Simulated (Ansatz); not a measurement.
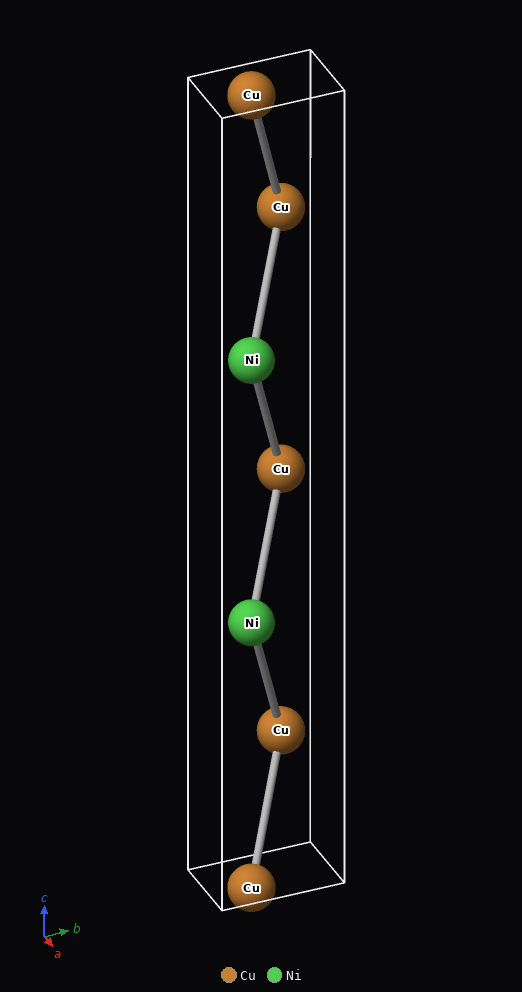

The image is a ball-and-stick drawing of a crystal, viewed slightly off an axis. The lines enclose the conventional unit cell; boundary atoms appear with their images. Cell: a = 2.52 Å, b = 2.52 Å, c = 12.55 Å, α = 90.00°, β = 90.00°, γ = 120.00°.

The cell started as a structure type filled with these elements by a generator (whether the compound takes this form wasn't checked). Earlier steps of the study, as a rule a relaxation of our own, may have changed the cell and positions, so they can lie some per cent off the listed ones. It went into a calculation with Ansatz.

Summary of the structure:

Chemical formula Cu₂Ni. Space group: P-6m2 (No. 187). Lattice: primitive hexagonal. One cell contains 4 Cu, 2 Ni, 6 atoms in all. About every Ni there are six Cu and six Ni in an anticuboctahedral arrangement (about 2.5 Å to Cu, 2.5 Å to Ni). Cu takes three kinds of site: 2h with nine Cu and three Ni in an anticuboctahedral arrangement (about 2.5 to 2.6 Å to Cu, 2.5 Å to Ni); 1d with six Cu and six Ni in an anticuboctahedral arrangement (about 2.5 Å to Cu, 2.5 Å to Ni); 1e with twelve Cu in an anticuboctahedral arrangement at about 2.5 to 2.6 Å. The bonds build a three-dimensional framework.

Theory: DFT PBE, scalar-relativistic, plane waves, PAW (Ansatz). Numerical settings: 420 eV cutoff, 18×18×4 k-mesh, Gaussian smearing of 0.1 eV, no spin polarisation (a spin-restricted run, not always the ground state).

What is the electronic character?

A metal: bands cross the Fermi level.

List the Bader charges.

Cu +0.01 to +0.04 e; Ni -0.05 e.

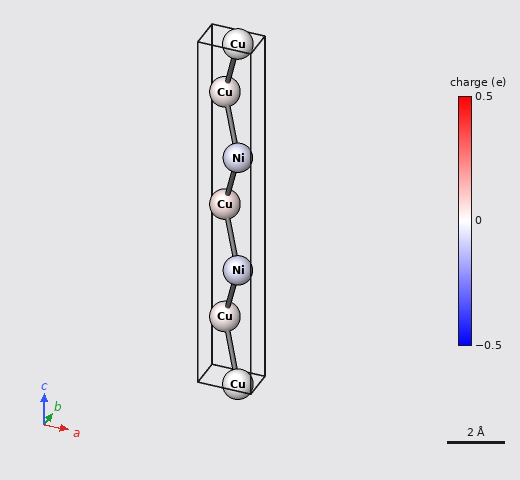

The atoms coloured by those charges. The run's cell of 6 atoms is drawn.

Is the structure relaxed at this level of theory?

Yes. All forces vanish to within 0.01 eV/Å. The pressure is 0.0 GPa, close to zero.
